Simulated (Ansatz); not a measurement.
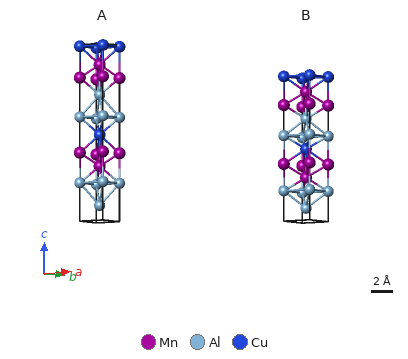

Two geometries of crystalline Mn₂Al₂Cu (set up in I4mm) (coarse preliminary run), drawn at one scale. One is the start of a relaxation, the other its converged end. The picture is a ball-and-stick view of the conventional cell (2 times the calculation's cell), seen from a free direction. Lengths and directions refer to the drawn axes.

The calculation used DFT PBE, scalar-relativistic, plane waves, PAW in Ansatz. Set-up: plane-wave cutoff 420 eV; k-point mesh 8 × 8 × 8; occupations gaussian; smearing width 0.1 eV; collinear spin; cell and atoms relaxed; force threshold 0.04 eV/Å; at most 70 steps.

### Which geometry has the lower energy?

Structure B is the relaxed one. A Mn atom moves most relative to the cell: 0.15 Å along −c. By element the largest moves are Mn 0.15 Å, Cu 0.13 Å, Al 0.11 Å. The volume changes by +2.4 %, with a = b 2.737 → 3.060 Å (+11.8 %), c 17.038 → 13.962 Å (−18.1 %). Among the contacts that change: Al–Mn 3.450 → 2.735 Å, Al–Al 2.737 → 3.060 Å, Cu–Cu 2.737 → 3.060 Å, Mn–Mn 2.737 → 3.060 Å. The space group stays I4mm (No. 107). After 14 accepted moves (19 points after the start) the energy has fallen by 38.8 meV per atom. Largest force component: 0.6 eV/Å at the start, 0.011 eV/Å at the end. Pressure: 3.82 GPa at the start and −0.07 GPa at the end. The line search rejected the trial steps at points 3, 10, 11 of the run. At 2 points the geometry stayed and the basis and grid were re-selected for the new cell (energy shift of 4.8 meV per atom at most each time). The program noted that the starting moments weren't kept. The run may lie on a higher electronic state than the lowest, so the end point isn't shown to be the ground-state structure.
